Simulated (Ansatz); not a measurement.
Co (slab)

Input

```
crystal:
  lattice:
    - [2.4564222723, 0.0, 0.0]
    - [-1.2282111361, 4.5035266153, 0.0]
    - [0.0, 0.0, 25.9376512042]
  atoms:
    - { symbol: Co, position: [0.4400801653, 0.8801603305, 0.2891549409], spin: 1.8 }
    - { symbol: Co, position: [0.78305183, 0.5661036599, 0.3493963863], spin: 1.8 }
    - { symbol: Co, position: [0.0516461629, 0.1032923258, 0.3614446754], spin: 1.8 }
    - { symbol: Co, position: [0.3946178276, 0.7892356551, 0.4216861209], spin: 1.8 }
    - { symbol: Co, position: [0.6632121605, 0.326424321, 0.43373441], spin: 1.8 }
    - { symbol: Co, position: [0.0061838252, 0.0123676504, 0.4939758555], spin: 1.8 }
    - { symbol: Co, position: [0.2747781581, 0.5495563162, 0.5060241445], spin: 1.8 }
    - { symbol: Co, position: [0.6177498228, 0.2354996456, 0.56626559], spin: 1.8 }
    - { symbol: Co, position: [0.8863441557, 0.7726883115, 0.5783138791], spin: 1.8 }
    - { symbol: Co, position: [0.2293158204, 0.4586316408, 0.6385553246], spin: 1.8 }
    - { symbol: Co, position: [0.4979101533, 0.9958203067, 0.6506036137], spin: 1.8 }
    - { symbol: Co, position: [0.840881818, 0.681763636, 0.7108450591], spin: 1.8 }
basis:
  ecutwfc: 420
kpoints:
  mp_grid: { grid: [14, 8, 1] }
hamiltonian:
  xc: pbesol
scf:
  occupations: { method: gaussian, width: 0.1 }
output:
  forces: true
  eigenvalues: true
  populations: true
  write_density: true
  write_potential: true
  elf: true
  volumetric_format: npy
magnetization:
  spin_polarized: true
relax:
  adjacent_minimum: "off"
  f_tol: 0.02
  max_steps: 60
efield:
  axis: 3
  dipole_correction: true
  ramp_width: 0.04
checkpoint:
  read: start.run
  write: ck
  compress: false
  write_wavefunctions: false
  write_every: 100000
```

Run with:

```sh
ansatz run input.yaml --threads 4 --pin off --max-ram 10240MiB --backend cpu --events-out ev --progress --plain --runs-dir out
```

The fields are those of the run's last geometry, not of the input's.

Spin-polarised.

These are results of DFT PBEsol, scalar-relativistic, plane waves, PAW (Ansatz), not measurements.

### Predict the valence pseudo-density, electron localisation function and spin density between the atoms.

Co–Co (2.46 Å): ρ is about 0.38 e/Å³ halfway; the ELF is about 0.30 at the midpoint (no shared electron pair shows on this line).
The spin density sits on Co: +1.7 μB (×12) in one cell of 12 atoms: parallel main moments (a ferromagnetic arrangement) in this solution. The cell of the calculation (12 atoms) carries 19.8 μB of net spin moment.

### Does the calculation make it a metal, or give it a gap?

It is metallic or semimetallic at this level of theory: no gap opens.

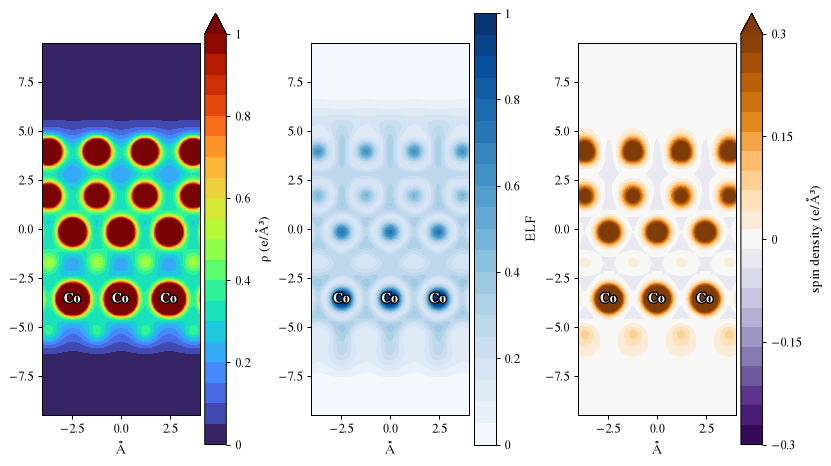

Computed valence pseudo-density, electron localisation function and spin density on the (010) plane of the calculation cell, a cut from vacuum to vacuum, in this order. Atoms just off the plane (Co, 0.4 Å away) can leave unmarked features too.

Core electrons are frozen (PAW), and the valence fields are smoothed inside the atomic spheres.
